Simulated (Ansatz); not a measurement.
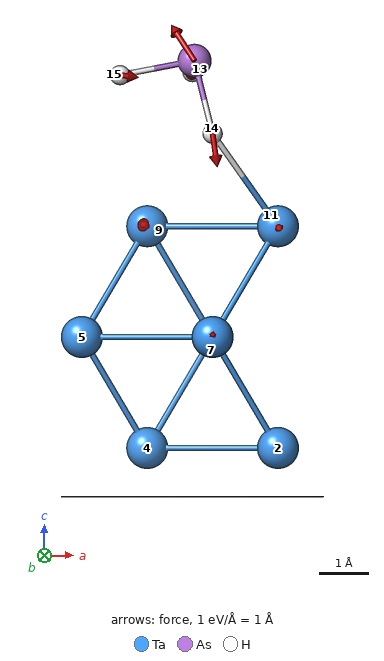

Starting geometry of a slab of composition Ta$_{12}$AsH$_{3}$ (cut from the Im-3m phase) with the computed forces as red arrows. Style: ball-and-stick. Shown: the cell of the calculation, outlined in the plane, without the vacuum (origin shifted), along the b axis.

Case: 1 AsH3 a cell, tilted, over a bridge Ta-Ta site. The slab is the (1 1 0) face of Ta with AsH3 on it. 4 atoms are held fixed.

All numbers below come from DFT PBE+D3(BJ), scalar-relativistic, plane waves, PAW (Ansatz). Settings: plane-wave cutoff 420 eV; k-point mesh 4 × 4 × 1; occupations gaussian; smearing width 0.1 eV; no spin polarisation; dipole correction; atoms relaxed in a fixed cell; force threshold 0.04 eV/Å; at most 100 steps.

Q: What follows when this structure is relaxed?

A: It isn't relaxed: the largest force vector, on the As atom, is 0.98 eV/Å. The final displacements have little in common with the starting forces (cosine between the two patterns 0.00). The atom that moves furthest is an H atom (3.26 Å at 48° to the normal (−c side)). By element the largest moves are H 3.26 Å, As 2.86 Å, Ta 0.16 Å. The cell doesn't change. Near-neighbour distances that change, for instance: H–Ta 4.909 → 1.967 Å, As–Ta 5.697 → 3.017 Å, As–Ta 5.183 → 2.568 Å, H–Ta 4.407 → 2.020 Å. New bonds form, among them: As–Ta (3.86 → 2.81 Å), As–Ta (3.89 → 2.57 Å), As–Ta (5.18 → 2.57 Å), H–Ta (3.00 → 1.97 Å). Bonds break, among them: As–H (1.56 → 2.74 Å), As–H (1.56 → 3.43 Å). Bond angles that change, for instance: Ta–H–Ta 81.7° → 111.3°, Ta–Ta–Ta 180.0° → 173.7°, Ta–Ta–Ta 109.5° → 104.0°. Over 31 geometry steps the energy falls by 5.344 eV per cell of the calculation. Largest force component: 0.75 eV/Å at the start, 0.0068 eV/Å at the end. Cost: 15 min on 4 threads of Arm Neoverse V2, on a shared host, peak memory 2.2 GiB.

Limits of the set-up: the periodic images lie only 5.7 Å apart, so the values are limited by the cell's size.
